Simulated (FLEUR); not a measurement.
## Energy of Ru along an even scaling of the cell

System: Ru (2 atoms in the cell).
Method: Kohn-Sham DFT of a periodic cell, WC, all-electron, no spin polarisation (FLEUR MaX-R8.1 (later development tree)).

The 5 runs differ only in the geometry, by an even scaling of the cell at fixed fractional positions. The structure derives from an entry of the Crystallography Open Database.

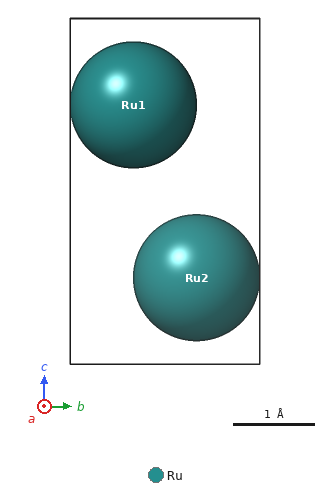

Figure 1. The structure of run 3 (spheres-only view of the cell of the calculation, along the a axis; atoms are numbered from 1 in the order of the input).

**Input of run 3**
```
<?xml version="1.0" encoding="UTF-8" standalone="no"?>
<fleurInput fleurInputVersion="0.39">
   <comment>
      Ru                                                                                                  
   </comment>
   <calculationSetup>
      <cutoffs Kmax="4.36" Gmax="13.5" GmaxXC="13.5" numbands="0"/>
      <scfLoop itmax="60" minDistance="0.00001" maxIterBroyd="15" imix="Anderson" alpha="0.05" precondParam="0.0" spinf="2.0" sdNocoIR="T"/>
      <coreElectrons ctail="T" frcor="F" kcrel="0" coretail_lmax="0"/>
      <xcFunctional name="wc" relativisticCorrections="F"/>
      <magnetism jspins="1"/>
      <soc l_soc="F" theta="0.0" phi="0.0" spav="F"/>
      <expertModes spex="0" secvar="F"/>
      <geometryOptimization l_f="F" forcealpha="1.0" forcemix="BFGS" epsdisp="0.00001" epsforce="0.00001"/>
      <ldaU l_linMix="F" mixParam="0.05" spinf="1.0"/>
   </calculationSetup>
   <cell>
      <bzIntegration valenceElectrons="32.0" mode="hist" fermiSmearingEnergy="0.00183747">
         <kPointListSelection listName="default-1"/>
         <!-- k-points included here -->
         <xi:include xmlns:xi="http://www.w3.org/2001/XInclude" href="kpts.xml"> </xi:include>
      </bzIntegration>
      <!-- symmetry operations included here -->
      <xi:include xmlns:xi="http://www.w3.org/2001/XInclude" href="sym.xml"> </xi:include>
      <bulkLattice scale="1.0000000000">
         <bravaisMatrix>
            <row-1>    5.1132209479426800     0.0000000000000000     0.0000000000000000</row-1>
            <row-2>   -2.5566104739713400     4.4281792361568231     0.0000000000000000</row-2>
            <row-3>    0.0000000000000000     0.0000000000000000     8.0916182929247409</row-3>
         </bravaisMatrix>
      </bulkLattice>
   </cell>
   <atomSpecies>
      <species name="Ruthenium (Ru)" element="Ru" atomicNumber="44">
         <mtSphere radius="2.25" gridPoints="767" logIncrement="0.017"/>
         <atomicCutoffs lmax="9" lnonsphr="7"/>
         <electronConfig flipSpins="F">
            <coreConfig>(1s1/2) (2s1/2) (2p1/2) (2p3/2) (3s1/2) (3p1/2) (3p3/2) (3d3/2) (3d5/2)</coreConfig>
            <valenceConfig>(4s1/2) (4p1/2) (4p3/2) (5s1/2) (4d3/2) (4d5/2)</valenceConfig>
            <stateOccupation state="(5s1/2)" spinUp="0.500000" spinDown="0.500000"/>
            <stateOccupation state="(4d3/2)" spinUp="1.400000" spinDown="1.400000"/>
            <stateOccupation state="(4d5/2)" spinUp="2.100000" spinDown="2.100000"/>
         </electronConfig>
         <energyParameters s="5" p="5" d="4" f="4"/>
         <lo type="SCLO" l="0" n="4" eDeriv="0"/>
         <lo type="SCLO" l="1" n="4" eDeriv="0"/>
         <lo type="SCLO" l="1" n="4" eDeriv="1"/>
         <lo type="SCLO" l="2" n="4" eDeriv="2"/>
         <lo type="SCLO" l="3" n="4" eDeriv="2"/>
      </species>
   </atomSpecies>
   <atomGroups>
      <atomGroup species="Ruthenium (Ru)">
         <relPos label="                   1">-1.000/3.000 1.000/3.000 -1.000/4.000</relPos>
         <relPos label="                   2">1.000/3.000 -1.000/3.000 1.000/4.000</relPos>
         <force calculate="T" relaxXYZ="TTT"/>
      </atomGroup>
   </atomGroups>
   <output dos="F" band="F" slice="F">
      <checks vchk="F" cdinf="F"/>
      <bandDOS minEnergy="-.5*Htr" maxEnergy="0.5*Htr" sigma="0.015" storeEVData="T"/>
      <vacuumDOS vacdos="F" integ="F" star="F" nstars="0" locx1="0.0" locy1="0.0" locx2="0.0" locy2="0.0" nstm="0" tworkf="0.0"/>
      <unfoldingBand unfoldBand="F" supercellX="1" supercellY="1" supercellZ="1"/>
      <plotting iplot="0" polar="F">
         <plot TwoD="T" vec1="  1.0  0.0  0.0" vec2="  0.0  1.0  0.0" vec3="  0.0  0.0  1.0" zero="  0.0  0.0  0.0" file="plot"/>
      </plotting>
      <chargeDensitySlicing numkpt="0" minEigenval="0.0" maxEigenval="0.0" nnne="0" pallst="F"/>
      <specialOutput eonly="F"/>
      <moessbauerParams electricFieldGradient="T" isomerShift="T" coreHyperfine="T" valenceHyperfine="T"/>
      <magneticCircularDichroism mcd="F" energyLo="-10.0" energyUp="0.0"/>
   </output>
  <!-- We include the file relax.xml here to enable relaxations (see documentation) -->
  <xi:include xmlns:xi="http://www.w3.org/2001/XInclude" href="relax.xml"> <xi:fallback/> </xi:include>
</fleurInput>
```

Command:
```bash
inpgen -f crystal.txt -profile fastHighL; fleur_MPI
```

Lattice vectors (Å) and fractional positions of run 3:
```
   2.705800    0.000000    0.000000
  -1.352900    2.343292    0.000000
   0.000000    0.000000    4.281900
Ru  0.666667  0.333333  0.750000
Ru  0.333333  0.666667  0.250000
```

Run 2 has the same physical settings and fractional positions; its lattice vectors (Å) are:
```
   2.669231    0.000000    0.000000
  -1.334615    2.311622    0.000000
   0.000000    0.000000    4.224029
```

**Results, with one run withheld**

```csv
run,volume per atom (Å³),"free energy per atom, from the lowest run given (meV)"
1,12.760,36.27
2,13.032,?
3,13.575,0.00
4,14.118,33.27
5,14.389,63.46
```

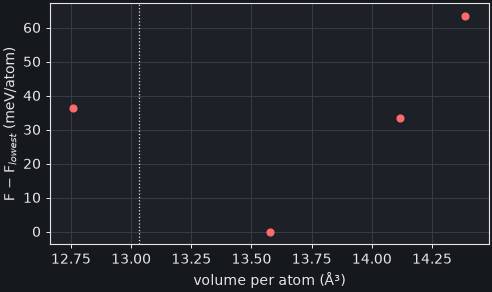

Figure 2. Free energy per atom of the runs given; the dotted line marks run 2.

Fit the runs given and predict run 2.

A quadratic polynomial in V^(−2/3) (the Birch–Murnaghan form), fitted to the 4 runs given, misses them by at most 0.15 meV per atom. With x = V^(−2/3) − 0.17477 Å⁻², it reads F = 3.5618 − 4615.9 x + 1.0194e+06 x² (meV per atom). At run 2 it gives 11.12 meV per atom, and the run itself gives 10.82. The fit has its minimum at 13.425 Å³ per atom, where V d²F/dV² gives 339 GPa. Cell shape and fractional positions are held, so this is the stiffness under even scaling; the relaxed bulk modulus wasn't computed.

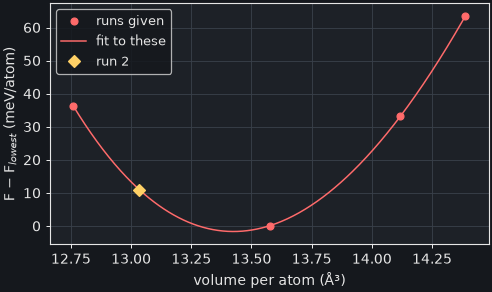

Figure 3. The fit and the withheld run.

**Output (run 2)**
```
Welcome to FLEUR        (www.flapw.de)
      MaX-Release 8.1          (www.max-centre.eu)

 ========== k-point set info ==========
 Selected k-point list: default-1
 k-point list type: mesh
 11 x 11 x 6
 Number of k points: 64

 ------------Calculation Setup---------------------------
 Number of MPI-tasks      :            1
 Number of PE/node        :            1
 Number of OMP-threads    :            1
 Most efficient MPI parallelization for:
           1           2           4           8          16          32          64
 Additional eigenvalue parallelization possible
 Number of basis functions:          334
 Approximate size of matrices (H+S) per k-point:         0.002 GB
 --------------------------------------------------------

 Iteration:     1   Distance:      19.75399456 me/bohr^3

 Iteration:     2   Distance:      17.57946815 me/bohr^3

 Iteration:     3   Distance:       5.77625707 me/bohr^3

 Iteration:     4   Distance:       2.16764127 me/bohr^3

 Iteration:     5   Distance:       1.07452974 me/bohr^3

 Iteration:     6   Distance:       0.89998031 me/bohr^3

 Iteration:     7   Distance:       0.11405001 me/bohr^3

 Iteration:     8   Distance:       0.00646822 me/bohr^3

 Iteration:     9   Distance:       0.00656628 me/bohr^3

 Iteration:    10   Distance:       0.00154745 me/bohr^3

 Iteration:    11   Distance:       0.00108526 me/bohr^3

 Iteration:    12   Distance:       0.00025600 me/bohr^3

 Iteration:    13   Distance:       0.00002911 me/bohr^3

 Iteration:    14   Distance:       0.00002610 me/bohr^3

 Iteration:    15   Distance:       0.00000116 me/bohr^3

 ********************************************************************
 Run finished successfully
 Stop message:
   all done
 ********************************************************************
```
